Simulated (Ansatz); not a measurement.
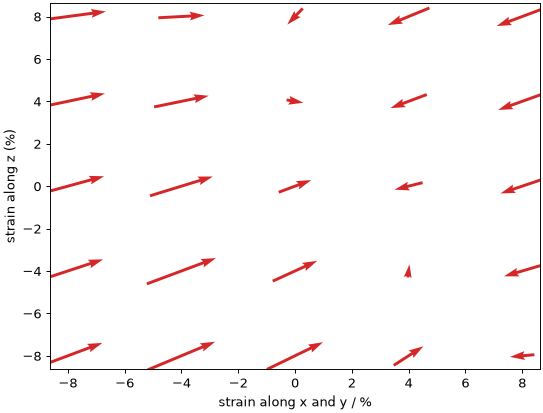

Ag (Fm-3m, No. 225; 1 atom in the cell). 
- The cell is strained homogeneously, by one strain along x and y and another along z, with fractional coordinates fixed (x, y and z along the cube axes).
- The first coordinate is: strain along x and y; the second: strain along z.
- The scan uses a 5 × 5 grid.
- The reference cell is the one listed in the database, not relaxed at this level.
- Theory: DFT PBE, scalar-relativistic, plane waves, PAW (Ansatz 0.2.0). Settings: cutoff 420 eV, k-mesh 20×20×20, gaussian smearing 0.15 eV, no spin polarisation.

The picture shows arrows along the force (downhill), their lengths compressed.

The arrows alone are given. Where is the energy lowest?

Answer. The arrows converge at about strain along x and y = 2 %, strain along z = 1 % (read from the interpolated surface).

The energy map of the same scan:

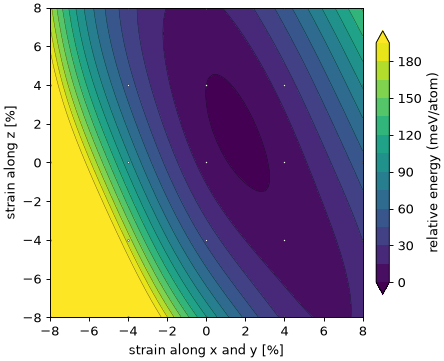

Energies are in meV/atom, from the lowest grid point; between grid points the surface is interpolated.
